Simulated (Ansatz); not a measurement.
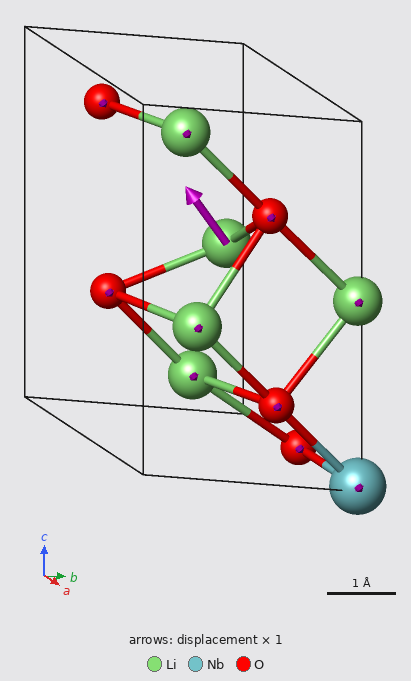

This is a relaxation of crystalline Li₅NbO₅ (set up in P1). The starting structure is drawn; purple arrows show the displacements, at their true length.

The picture is a ball-and-stick view of the cell of the calculation, reduced to other axes, seen slightly off an axis. Lengths and directions refer to the drawn axes.

Computed with Ansatz, DFT PBEsol, scalar-relativistic, plane waves, PAW.

Input file:
```yaml
crystal:
  lattice:
    - [4.8242578661, -2.0039867772, 0.0032473778]
    - [4.8242578661, 2.0039867772, 0.0032473778]
    - [-1.8604005238, 0.0, 5.4689857532]
  atoms:
    - { symbol: Li, position: [0.7099657818, 0.5891873392, 0.4664422538] }
    - { symbol: Li, position: [0.690702191, 0.7027800353, 0.849790057] }
    - { symbol: Li, position: [0.0001208105, 0.0121986548, 0.4876812577] }
    - { symbol: Li, position: [0.30953943, 0.3216172743, 0.1255724584] }
    - { symbol: Li, position: [0.2889469237, 0.301024768, 0.6444264265] }
    - { symbol: Nb, position: [0.0001208105, 0.0121986548, -0.0123187423] }
    - { symbol: O, position: [0.8537329938, 0.8658108381, 0.1615136746] }
    - { symbol: O, position: [0.8424642088, 0.8545420531, 0.6694660916] }
    - { symbol: O, position: [0.5001208105, 0.5121986548, -0.0123187423] }
    - { symbol: O, position: [0.1577774122, 0.1698552565, 0.3058964238] }
    - { symbol: O, position: [0.1465086272, 0.1585864715, 0.8138488408] }
basis:
  ecutwfc: 420
kpoints:
  mp_grid: { grid: [6, 6, 4] }
hamiltonian:
  xc: pbesol
scf:
  occupations: { method: gaussian, width: 0.05 }
output:
  forces: true
  stress: true
  eigenvalues: true
relax:
  adjacent_minimum: "off"
  f_tol: 0.01
  max_steps: 80
  cell: { stress_tol: 0.1 }
```

Command:
```bash
ansatz run input.yaml --threads 2 --pin off --max-ram 5120MiB --backend cpu --events-out ev --progress --plain --runs-dir out
```

Describe the change and its energy.

Answer. The energy falls by 1.803 eV per cell of the calculation in 8 accepted moves (9 points after the start). Largest force component: 1.7 eV/Å at the start, 0.0015 eV/Å at the end. The pressure goes from 0.27 to 0.01 GPa. The SCF was repeated once at an unchanged geometry on a basis and grid sized afresh for the cell, which shifted the energy by 0.1 meV per cell of the calculation at most. The atom that moves furthest is Li1 (1.09 Å along [−1 −1 1]). By element the largest moves are Li 1.09 Å, O 0.11 Å, Nb 0.11 Å. The cell doesn't change. Near-neighbour distances that change, for instance: Li1–O7 3.096 → 1.926 Å, Li1–Li3 2.249 → 3.189 Å, Li1–Li2 2.129 → 3.066 Å, Li1–O10 2.473 → 2.063 Å. New bonds form, among them: Li1–O7 (3.10 → 1.93 Å). Among the angles between lasting bonds that change: Li1–O8–Li2 64.8° → 99.7°, Li1–O8–Li3 115.8° → 80.8°, Li1–O10–Li4 113.8° → 80.3°. The space group (tolerance 0.01 Å) goes from P1 (No. 1) to C2/m (No. 12).
